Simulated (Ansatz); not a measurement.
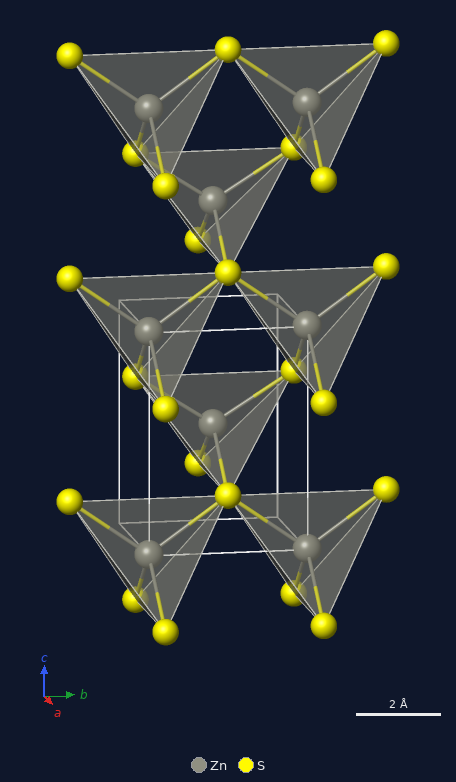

*The input geometry (polyhedral view of the cell of the calculation, repeated 1 × 1 × 2, seen slightly off an axis; polyhedra are completed across the faces of the cell).*

ZnS: geometry relaxation (part 1 of 2)

System: ZnS (P1, 4 atoms in the cell).
Method: DFT PBE, scalar-relativistic, plane waves, PAW, no spin polarisation (Ansatz 0.2.0).

The structure derives from an entry of the Crystallography Open Database. It belongs to a series of runs on one base structure; here: atom 4 moved 0.30 A; relaxed back.

## The input
```yaml
crystal:
  lattice:
    - [0.0, -2.7215639849, -2.7215639849]
    - [0.0, 2.7215639849, -2.7215639849]
    - [5.4431279698, 0.0, 0.0]
  atoms:
    - { symbol: Zn, position: [0.4811920217, 0.500891006, 0.5035481707] }
    - { symbol: Zn, position: [-0.0188079783, 0.000891006, 0.0035481707] }
    - { symbol: S, position: [-0.0188079783, 0.500891006, 0.2535481707] }
    - { symbol: S, position: [0.5564239349, -0.0026730181, 0.7393554878] }
basis:
  ecutwfc: 420
kpoints:
  mp_grid: { grid: [6, 6, 4] }
hamiltonian:
  xc: pbe
scf:
  occupations: { method: gaussian, width: 0.05 }
output:
  forces: true
  stress: true
  eigenvalues: true
relax:
  adjacent_minimum: "off"
  f_tol: 0.01
  max_steps: 80
  cell: { stress_tol: 0.1 }
```

Launched with:
```bash
ansatz run input.yaml --threads 1 --pin off --max-ram 2560MiB --backend cpu --events-out ev --progress --plain --runs-dir out
```

## The program's output
```
Engine: ansatz 0.2.0, x86_64-unknown-linux-gnu
Pseudopotentials: kind: paw
Pseudopotential: Zn, paw, valence charge 12, recommended cutoff 420 eV (normal), Zn.paw.azcp
Pseudopotential: S, paw, valence charge 6, recommended cutoff 420 eV (normal), S.paw.azcp
Functional definition: PBE
  parameter kappa = 0.804
  parameter beta = 0.06672455060314922
  exchange = pbe_x(kappa = kappa, mu = beta*pi^2/3)
  correlation = pbe_c(beta = beta)
Crystal: 4 atoms, lattice volume = 80.634 Å³
Basis set: ecut = 420 eV, 1539 PW (Γ), exchange–correlation on 54×54×80 points (8 copies of the dense FFT grid, shifted against one another)
Bands: 22, of which v1, the nominal top of the filled ones, is band 18 counted from 1 (17 counted from 0)
Symmetry: 1 space group operations
Space group: P1 (ITA 1), of the structure as read, at distance tolerance 4.3e-5 Å
k-points: 76 of 144 (time reversal used)
Non-local potential: Zn, projectors of the file, l = 0: 2, l = 1: 2, l = 2: 3, l = 3: 1
Non-local potential: S, projectors of the file, l = 0: 2, l = 1: 2, l = 2: 2
PAW form: soft (Blöchl's): semilocal exchange-correlation on the pseudo side does not see the compensation charge
PAW one-centre angular grid: Zn, 590 points (default); XC on 64 Gauss nodes
PAW one-centre angular grid: S, 110 points (default); XC on 64 Gauss nodes
Initial density: superposition of atomic densities (neutral atoms: chi_scale 0, normalization atom), corrected by the library's trained network
Initial wavefunctions: pseudopotential atomic-orbital guess
Functional: x = pbe(κ = 0.804, μ = 0.2195149727645171), c = pbe(β = 0.06672455060314922)
SCF iter   1: F=—  HF=-8445.202056 eV  |F-HF|=—  |Δ(HF+E_count)|=         —  Δρ=7.23e-4  dr2=5.53e-4  ethr=1.77e-3  ⟨swp⟩=5.7  Hψ=7832  notcnv=0
preconditioner: auto → Resta (q_TF=auto, 2.385 Å⁻¹)  ε∞=6.6  [insulator: Δε(μ)=1.879 eV  Ē_g=10.506 eV  σ=0.050 eV  W_gap=1.00  n_scr=20 (ndim 8)  ℏωp=24.8 eV  f_vac=0.030  D(μ)=0.00/eV (n_scr^D=0)  ε∞_Penn≈6.6]
SCF iter   2: F=—  HF=-8445.202496 eV  |F-HF|=—  |Δ(HF+E_count)|=   4.41e-4  Δρ=5.13e-4  dr2=2.05e-4  ethr=1.53e-6  ⟨swp⟩=3.0  Hψ=4092  notcnv=0
SCF iter   3: F=—  HF=-8445.202599 eV  |F-HF|=—  |Δ(HF+E_count)|=   1.02e-4  Δρ=4.04e-4  dr2=6.48e-5  ethr=5.70e-7  ⟨swp⟩=2.0  Hψ=3024  notcnv=0
SCF iter   4: F=—  HF=-8445.202556 eV  |F-HF|=—  |Δ(HF+E_count)|=   4.31e-5  Δρ=8.88e-5  dr2=5.56e-6  ethr=1.80e-7  ⟨swp⟩=2.0  Hψ=2883  notcnv=0
SCF iter   5: F=—  HF=-8445.202543 eV  |F-HF|=—  |Δ(HF+E_count)|=   1.27e-5  Δρ=3.97e-5  dr2=1.39e-6  ethr=1.54e-8  ⟨swp⟩=2.0  Hψ=2132  notcnv=0
SCF iter   6: F=—  HF=-8445.202544 eV  |F-HF|=—  |Δ(HF+E_count)|=   1.49e-6  Δρ=1.53e-5  dr2=1.78e-7  ethr=3.87e-9  ⟨swp⟩=2.3  Hψ=2975  notcnv=0
SCF iter   7: F=—  HF=-8445.202545 eV  |F-HF|=—  |Δ(HF+E_count)|=   2.16e-7  Δρ=1.40e-5  dr2=9.68e-8  ethr=2.78e-10  ⟨swp⟩=5.6  Hψ=7740  notcnv=0
SCF iter   8: F=-8445.202544 eV  HF=-8445.202544 eV  |F-HF|=6.88e-9  |Δ(HF+E_count)|=   3.78e-8  Δρ=2.06e-6  dr2=2.96e-9  ethr=2.69e-10  ⟨swp⟩=4.4  Hψ=6434  notcnv=0
SCF 1 converged in 8 iterations: F = -8445.202544 eV  dr2 = 2.96e-9
  greatest PAW one-centre occupation: 0.985 electrons in one spin orbital (limit 2), on the Zn atom at site 1 (counted from 0), in its partial waves of l = 2
relax step   1: F+E_penalty+E_count = -8445.20254447 eV  Δ(F+E_penalty+E_count) = +0.000e0 eV  max|allowed force component| = 1.289e0 eV/Å  Δτ_max = 0.0000 Å  P = +1.266 GPa  Ω = 80.634 Å³  (8 SCF iters, dr2 threshold 1.00e-7 eV, accepted)
Crystal: 4 atoms, lattice volume = 80.616 Å³
Basis set: ecut = 420 eV, 1571 PW (Γ), exchange–correlation on 54×54×80 points (8 copies of the dense FFT grid, shifted against one another)
Initial density: handed on by an earlier stage of this run
Initial wavefunctions: those handed on with the density
iter 1 solved again at ethr=4.51e-5 eV; its pass at ethr=3.10e-3 eV (dr2=1.62e-2 eV) is discarded
SCF iter   1: F=—  HF=-8445.396407 eV  |F-HF|=—  |Δ(HF+E_count)|=         —  Δρ=6.01e-3  dr2=1.69e-2  ethr=4.51e-5  ⟨swp⟩=1.4  Hψ=9570  notcnv=0
preconditioner: auto → Resta (q_TF=auto, 2.385 Å⁻¹)  ε∞=6.5  [insulator: Δε(μ)=1.927 eV  Ē_g=10.538 eV  σ=0.050 eV  W_gap=1.00  n_scr=20 (ndim 8)  ℏωp=24.8 eV  f_vac=0.029  D(μ)=0.00/eV (n_scr^D=0)  ε∞_Penn≈6.5]
SCF iter   2: F=—  HF=-8445.394516 eV  |F-HF|=—  |Δ(HF+E_count)|=   1.89e-3  Δρ=3.33e-3  dr2=5.38e-3  ethr=4.51e-5  ⟨swp⟩=1.0  Hψ=1672  notcnv=0
SCF iter   3: F=—  HF=-8445.394497 eV  |F-HF|=—  |Δ(HF+E_count)|=   1.88e-5  Δρ=1.23e-3  dr2=7.48e-4  ethr=1.50e-5  ⟨swp⟩=2.1  Hψ=2758  notcnv=0
SCF iter   4: F=—  HF=-8445.394059 eV  |F-HF|=—  |Δ(HF+E_count)|=   4.38e-4  Δρ=2.94e-4  dr2=6.25e-5  ethr=2.08e-6  ⟨swp⟩=2.0  Hψ=2888  notcnv=0
SCF iter   5: F=—  HF=-8445.394198 eV  |F-HF|=—  |Δ(HF+E_count)|=   1.38e-4  Δρ=1.01e-4  dr2=7.39e-6  ethr=1.74e-7  ⟨swp⟩=2.9  Hψ=3145  notcnv=0
SCF iter   6: F=—  HF=-8445.394202 eV  |F-HF|=—  |Δ(HF+E_count)|=   4.59e-6  Δρ=2.20e-5  dr2=5.57e-7  ethr=2.05e-8  ⟨swp⟩=2.3  Hψ=2871  notcnv=0
SCF iter   7: F=-8445.394203 eV  HF=-8445.394203 eV  |F-HF|=7.45e-8  |Δ(HF+E_count)|=   6.62e-7  Δρ=1.16e-5  dr2=8.76e-8  ethr=1.11e-9  ⟨swp⟩=5.0  Hψ=7652  notcnv=0
SCF 2 converged in 7 iterations: F = -8445.394203 eV  dr2 = 8.76e-8
  greatest PAW one-centre occupation: 0.984 electrons in one spin orbital (limit 2), on the Zn atom at site 1 (counted from 0), in its partial waves of l = 2
relax step   2: F+E_penalty+E_count = -8445.39420295 eV  Δ(F+E_penalty+E_count) = -1.917e-1 eV  max|allowed force component| = 6.986e-1 eV/Å  Δτ_max = 0.1341 Å  P = +0.456 GPa  Ω = 80.616 Å³  energy of the carried Pulay correction = +7.207e-6 eV  (7 SCF iters, dr2 threshold 4.00e-7 eV, accepted)
Crystal: 4 atoms, lattice volume = 80.668 Å³
iter 1 solved again at ethr=4.57e-5 eV; its pass at ethr=3.10e-3 eV (dr2=1.65e-2 eV) is discarded
SCF iter   1: F=—  HF=-8445.471441 eV  |F-HF|=—  |Δ(HF+E_count)|=         —  Δρ=5.60e-3  dr2=1.64e-2  ethr=4.57e-5  ⟨swp⟩=1.0  Hψ=9160  notcnv=0
preconditioner: auto → Resta (q_TF=auto, 2.385 Å⁻¹)  ε∞=6.5  [insulator: Δε(μ)=2.006 eV  Ē_g=10.539 eV  σ=0.050 eV  W_gap=1.00  n_scr=20 (ndim 8)  ℏωp=24.8 eV  f_vac=0.030  D(μ)=0.00/eV (n_scr^D=0)  ε∞_Penn≈6.5]
SCF iter   2: F=—  HF=-8445.467283 eV  |F-HF|=—  |Δ(HF+E_count)|=   4.16e-3  Δρ=2.80e-3  dr2=4.24e-3  ethr=4.57e-5  ⟨swp⟩=2.5  Hψ=2915  notcnv=0
SCF iter   3: F=—  HF=-8445.466730 eV  |F-HF|=—  |Δ(HF+E_count)|=   5.52e-4  Δρ=9.12e-4  dr2=4.37e-4  ethr=1.18e-5  ⟨swp⟩=2.0  Hψ=3028  notcnv=0
SCF iter   4: F=—  HF=-8445.466555 eV  |F-HF|=—  |Δ(HF+E_count)|=   1.76e-4  Δρ=3.73e-4  dr2=9.27e-5  ethr=1.21e-6  ⟨swp⟩=2.0  Hψ=2888  notcnv=0
SCF iter   5: F=—  HF=-8445.466633 eV  |F-HF|=—  |Δ(HF+E_count)|=   7.80e-5  Δρ=9.00e-5  dr2=8.11e-6  ethr=2.58e-7  ⟨swp⟩=2.4  Hψ=3058  notcnv=0
SCF iter   6: F=—  HF=-8445.466637 eV  |F-HF|=—  |Δ(HF+E_count)|=   4.30e-6  Δρ=3.14e-5  dr2=7.12e-7  ethr=2.25e-8  ⟨swp⟩=2.0  Hψ=2944  notcnv=0
SCF iter   7: F=-8445.466637 eV  HF=-8445.466637 eV  |F-HF|=5.19e-7  |Δ(HF+E_count)|=   4.04e-7  Δρ=2.53e-5  dr2=3.03e-7  ethr=1.11e-9  ⟨swp⟩=6.1  Hψ=8121  notcnv=0
SCF 3 converged in 7 iterations: F = -8445.466637 eV  dr2 = 3.03e-7
  greatest PAW one-centre occupation: 0.983 electrons in one spin orbital (limit 2), on the Zn atom at site 1 (counted from 0), in its partial waves of l = 2
relax step   3: F+E_penalty+E_count = -8445.46663682 eV  Δ(F+E_penalty+E_count) = -7.243e-2 eV  max|allowed force component| = 5.876e-3 eV/Å  Δτ_max = 0.0897 Å  P = -0.007 GPa  Ω = 80.668 Å³  energy of the carried Pulay correction = -1.395e-5 eV  (7 SCF iters, dr2 threshold 4.00e-7 eV, accepted)
Initial wavefunctions: pseudopotential atomic-orbital guess (no wavefunctions were taken with the density)
iter 1 solved again at ethr=1.35e-7 eV; its pass at ethr=3.10e-3 eV (dr2=4.85e-5 eV) is discarded
SCF iter   1: F=—  HF=-8445.466198 eV  |F-HF|=—  |Δ(HF+E_count)|=         —  Δρ=1.40e-4  dr2=6.01e-7  ethr=1.35e-7  ⟨swp⟩=3.0  Hψ=12509  notcnv=0
preconditioner: auto → Resta (q_TF=auto, 2.385 Å⁻¹)  ε∞=6.6  [insulator: Δε(μ)=2.011 eV  Ē_g=10.525 eV  σ=0.050 eV  W_gap=1.00  n_scr=20 (ndim 8)  ℏωp=24.8 eV  f_vac=0.029  D(μ)=0.00/eV (n_scr^D=0)  ε∞_Penn≈6.6]
SCF iter   2: F=—  HF=-8445.466555 eV  |F-HF|=—  |Δ(HF+E_count)|=   3.58e-4  Δρ=7.04e-5  dr2=1.50e-7  ethr=1.67e-9  ⟨swp⟩=2.0  Hψ=2962  notcnv=0
SCF iter   3: F=—  HF=-8445.466621 eV  |F-HF|=—  |Δ(HF+E_count)|=   6.56e-5  Δρ=4.07e-5  dr2=4.45e-8  ethr=4.16e-10  ⟨swp⟩=2.0  Hψ=2771  notcnv=0
SCF iter   4: F=—  HF=-8445.466649 eV  |F-HF|=—  |Δ(HF+E_count)|=   2.84e-5  Δρ=1.61e-5  dr2=8.94e-9  ethr=1.24e-10  ⟨swp⟩=2.4  Hψ=2954  notcnv=0
SCF iter   5: F=—  HF=-8445.466654 eV  |F-HF|=—  |Δ(HF+E_count)|=   5.06e-6  Δρ=3.22e-6  dr2=1.25e-9  ethr=2.48e-11  ⟨swp⟩=2.1  Hψ=2972  notcnv=0
SCF iter   6: F=—  HF=-8445.466655 eV  |F-HF|=—  |Δ(HF+E_count)|=   1.87e-7  Δρ=6.07e-7  dr2=2.40e-10  ethr=3.46e-12  ⟨swp⟩=2.0  Hψ=2942  notcnv=0
SCF iter   7: F=-8445.466655 eV  HF=-8445.466655 eV  |F-HF|=5.09e-11  |Δ(HF+E_count)|=  3.91e-10  Δρ=1.20e-7  dr2=1.65e-11  ethr=1.00e-12  ⟨swp⟩=4.1  Hψ=6013  notcnv=0
SCF 4 converged in 7 iterations: F = -8445.466655 eV  dr2 = 1.65e-11
relax step   4: F+E_penalty+E_count = -8445.46665452 eV  Δ(F+E_penalty+E_count) = -1.770e-5 eV  max|allowed force component| = 5.870e-3 eV/Å  Δτ_max = 0.0000 Å  P = -0.007 GPa  Ω = 80.668 Å³  stress off target by 6.12e-2 GPa  SCF on the basis re-selected at this cell (its energy is not comparable with the rows above)  (7 SCF iters)
```

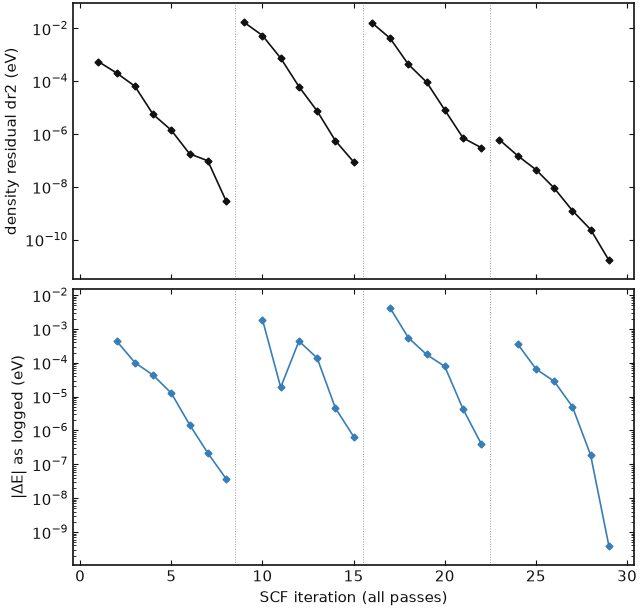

*Convergence of the self-consistent field: density residual dr2 and size of the energy change against the SCF iteration. The dotted lines part the SCF passes of the relaxation: geometry steps, rejected trials and re-solves on a re-selected basis.*

The passes take 8, 7, 7 and 7 iterations.
